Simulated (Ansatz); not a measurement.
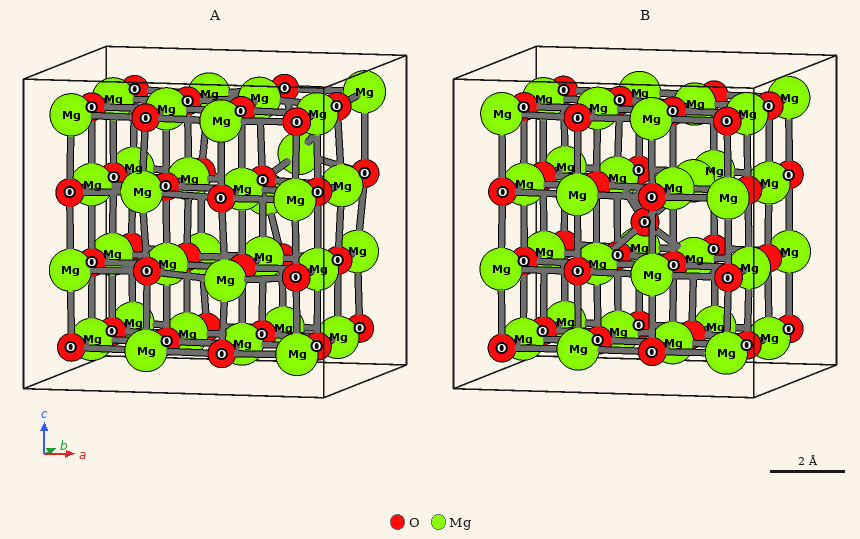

Two geometries of a defect cell of composition O₃₂Mg₃₃, drawn at one scale. One is the start of a relaxation, the other its converged end. The picture is a ball-and-stick view of the cell of the calculation (origin shifted), seen slightly off an axis.

Method: Ansatz 0.2.0, DFT, PBEsol, PAW, plane waves. Settings: plane-wave cutoff 420 eV; k-point mesh 1 × 1 × 1; mesh shifted by (0.25, 0.25, 0.25); no spin polarisation; atoms relaxed in a fixed cell; force threshold 0.03 eV/Å; at most 80 steps.

Q: Which one is relaxed?

A: Structure A is the relaxed one. The largest move is that of an O atom, 1.77 Å roughly along [1 1 1]. By element the largest moves are O 1.77 Å, Mg 1.70 Å. The lattice vectors keep their values. Near-neighbour distances that change, for instance: Mg–O 1.819 → 3.595 Å, Mg–Mg 2.105 → 3.698 Å, Mg–O 3.522 → 2.216 Å, Mg–O 3.489 → 2.211 Å. New bonds form: Mg–O (2.99 → 1.87 Å), Mg–O (3.00 → 1.87 Å), Mg–O (3.49 → 2.21 Å), Mg–O (3.52 → 2.22 Å). Bonds break: Mg–O (1.82 → 3.59 Å), Mg–O (2.08 → 3.15 Å), Mg–O (2.11 → 3.16 Å). Among the angles between lasting bonds that change: Mg–O–Mg 70.3° → 157.1°, O–Mg–O 123.9° → 179.8°, O–Mg–O 124.5° → 172.2°. After 15 geometry steps the energy has fallen by 13.381 eV per cell of the calculation. The largest force component goes from 7.5 to 0.014 eV/Å. The run took 15 s on 1 × NVIDIA GB300 Max-Q with 8 threads of Arm Neoverse-V2, peak memory 1.8 GiB.

Limits of the set-up: the periodic images lie only 8.4 Å apart, so the values are limited by the cell's size.
